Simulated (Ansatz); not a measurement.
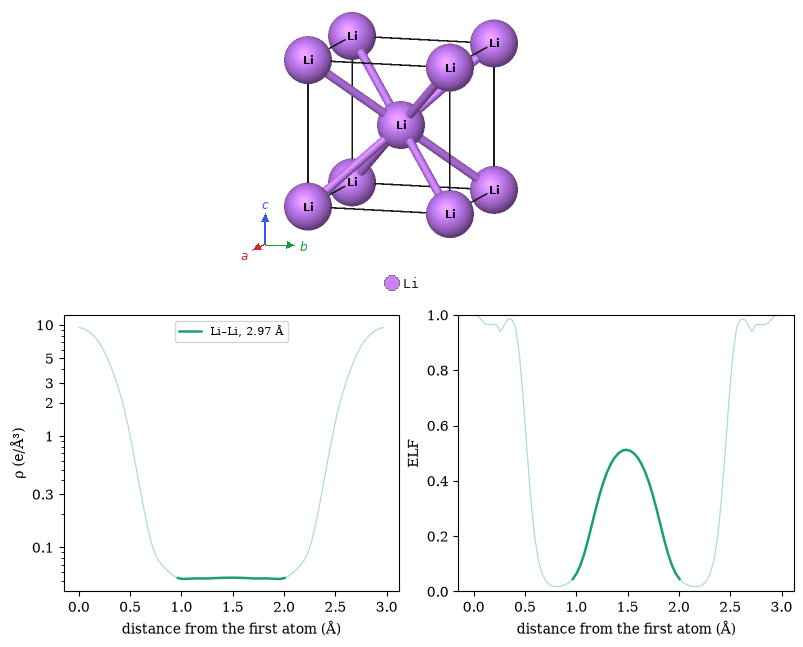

Figure. Li. Valence pseudo-density and ELF along straight lines between neighbouring atoms. Thin, pale parts lie inside the atomic spheres. The structure is drawn too.

Space group Im-3m; changed on purpose from its base cell (volume × 1.10); computed without spin polarisation.

All numbers below come from DFT PBE+D3(BJ), scalar-relativistic, plane waves, PAW (Ansatz).

The density is the valence pseudo-density of a PAW calculation; it isn't the true density close to the nuclei.

Q: What can be read from the curves?

A: Li–Li (2.97 Å): ρ is about 0.05 e/Å³ halfway; the ELF reaches about 0.50 near the midpoint.
